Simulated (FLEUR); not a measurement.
System: Ta, space group P6_3/mmc (No. 194).

The given structure:
```yaml
crystal:
  lattice:
    - [2.90037, 0.00000, 0.00000]
    - [-1.45019, 2.51180, 0.00000]
    - [0.00000, 0.00000, 5.16627]
  atoms:
    - { symbol: Ta, position: [0.33333, 0.66667, 0.25000] }
    - { symbol: Ta, position: [0.66667, 0.33333, 0.75000] }
```

Computed with FLEUR MaX-R8.1 (later development tree): all-electron LAPW DFT, no spin polarisation; energies at scaled volumes of the given cell, shape and fractions fixed, counted from the fit's minimum, third-order Birch-Murnaghan fit. Level: PBEsol.

- k mesh: 11×11×5
- occupations: Fermi–Dirac
- smearing width: 0.05 eV
- potentials: all electron
- program settings: basis FLAPW, kmax 4.1 1/bohr

Predict the energy against volume. The volume takes the values 17.69, 18.07, 18.44, 18.82, 19.19, 19.57, 19.95 Å³/atom.

A third-order Birch–Murnaghan fit gives V0 = 18.09 Å³/atom, B0 = 201 GPa and B′ = 3.8. The energy is 6 meV/atom at volume 17.69 Å³/atom and 102 meV/atom at 19.95 Å³/atom; the lowest computed point is at volume 18.07 Å³/atom (0 meV/atom), in a single well.

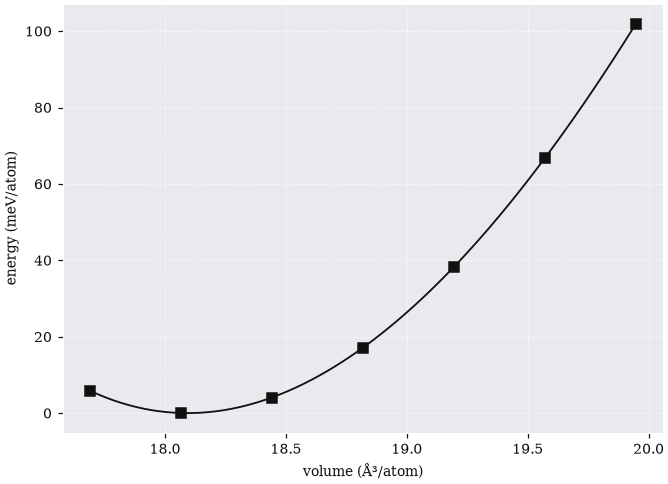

Keep in mind: shape and atomic fractions are frozen while scaling, which makes layered, chain and framework solids too stiff.
